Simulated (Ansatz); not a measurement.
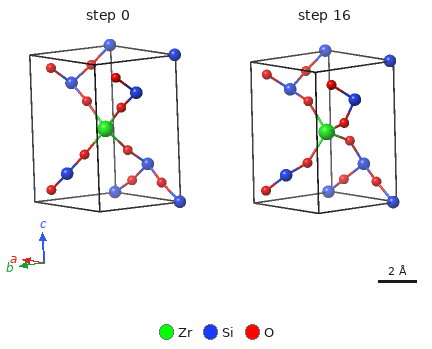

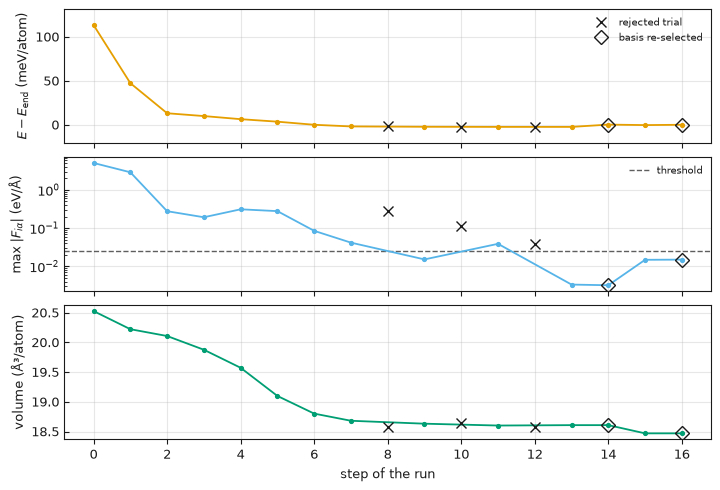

First and last geometry of a relaxation of crystalline ZrSi₃O₈ (a generated structure, set up in P1) (coarse preliminary run), with the history of the run. The picture is a ball-and-stick view of the cell of the calculation, seen from a free direction.

Computed with DFT PBE, scalar-relativistic, plane waves, PAW in Ansatz. Set-up: plane-wave cutoff 420 eV; k-point mesh 4 × 4 × 2; occupations gaussian; smearing width 0.1 eV; no spin polarisation; cell and atoms relaxed; force threshold 0.025 eV/Å; at most 60 steps.

Did the run converge, and what did it change?

Answer. It converged. The largest move relative to the cell is that of an O atom, 0.74 Å along [−3 1 −2]. By element the largest moves are O 0.74 Å, Si 0.22 Å, Zr 0.15 Å. The volume changes by −10.0 %, with a 5.469 → 5.380 Å (−1.6 %), b 5.641 → 5.386 Å (−4.5 %), c 7.994 → 7.650 Å (−4.3 %), α 87.4° → 90.0°, β 90.9° → 90.0°, γ 90.5° → 89.2°. Some distances before and after: O–Si 1.773 → 1.627 Å, O–Si 1.507 → 1.626 Å, O–Si 1.528 → 1.631 Å, O–Si 1.703 → 1.629 Å. Among the angles between lasting bonds that change: Zr–O–Si 172.8° → 141.0°, Zr–O–Si 172.2° → 141.2°, Zr–O–Si 173.4° → 144.2°. The space group stays P1 (No. 1). Over 11 accepted moves (16 points after the start) the energy falls by 113 meV per atom. Largest force component: 5.1 eV/Å at the start, 0.015 eV/Å at the end. Pressure: 0.03 GPa at the start and −0.12 GPa at the end. The line search rejected the trial steps at points 8, 10, 12 of the run. The SCF was repeated twice at an unchanged geometry on a basis and grid sized afresh for the cell, which shifted the energy by 2.6 meV per atom at most. Cost: 6.7 min on 1 thread of Arm Neoverse V1, with other jobs on the host, peak memory 0.51 GiB.

```csv
step,"E − E(0), meV/atom","largest force component, eV/Å","pressure, GPa","volume, Å³/atom",note
0,0.00,5.0827,0.03,20.526,
1,-66.04,2.9033,0.71,20.222,
2,-100.24,0.2783,-0.02,20.107,
3,-103.44,0.1932,0.24,19.876,
4,-106.96,0.3119,-0.21,19.572,
5,-109.82,0.2794,-0.60,19.098,
6,-113.32,0.0852,-0.07,18.801,
7,-115.21,0.0419,-0.01,18.681,
8,-114.26,0.2774,-1.27,18.581,rejected
9,-115.61,0.0152,0.00,18.632,
10,-115.46,0.1108,-0.48,18.638,rejected
11,-115.75,0.0390,0.02,18.600,
12,-115.80,0.0383,-0.04,18.579,rejected
13,-115.76,0.0033,0.00,18.607,
14,-113.13,0.0032,-0.30,18.607,"same geometry, new basis"
15,-113.69,0.0149,-0.10,18.469,
16,-113.33,0.0151,-0.12,18.469,"same geometry, new basis"
```
